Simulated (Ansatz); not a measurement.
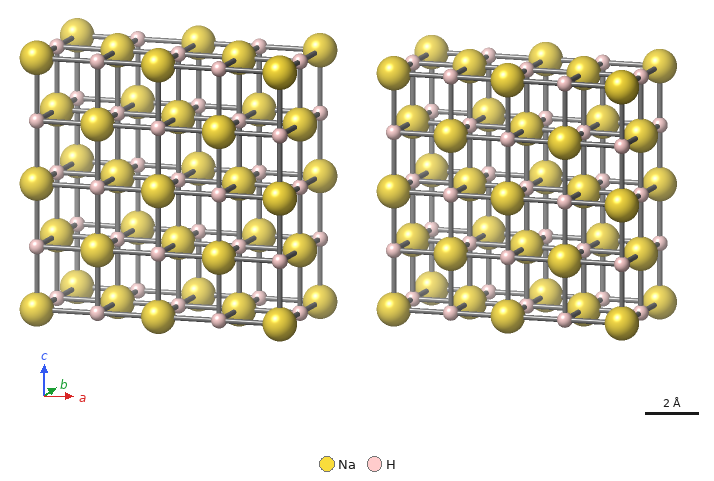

Two geometries of crystalline NaH (a generated structure, set up in Fm-3m), drawn at one scale. One is the start of a relaxation, the other its converged end. A ball-and-stick model of the conventional cell (4 times the calculation's cell), repeated 2 × 1 × 2 with one cell outlined, seen slightly off an axis. Lengths and directions refer to the drawn axes.

Theory: DFT, PBE, PAW with Ansatz's default frozen-core files, scalar-relativistic in Ansatz. (plane-wave cutoff 420 eV; k-point mesh 12 × 12 × 12; occupations fermi dirac; smearing width 0.08 eV; no spin polarisation; cell and atoms relaxed; force threshold 0.005 eV/Å; at most 80 steps)

**Which geometry has the lower energy?**

The left one is the relaxed one. Case: cell and atoms relaxed from a first guess. After 4 accepted moves (6 points after the start) the energy has fallen by 41.3 meV per atom. All forces vanish by symmetry, so only the cell relaxes. The pressure goes from 6.30 to 0.01 GPa. At 2 points the geometry stayed and the basis and grid were re-selected for the new cell (energy shift of 1.8 meV per atom at most each time). No atom moves by more than 0.005 Å relative to the cell. Cell: a = b = c 4.535 → 4.831 Å (+6.5 %). Volume +20.9 %. Near-neighbour distances that change, for instance: Na–Na 3.207 → 3.416 Å, H–Na 2.268 → 2.416 Å. The space group stays Fm-3m (No. 225). The run took of the order of 7 core-seconds on a shared host.
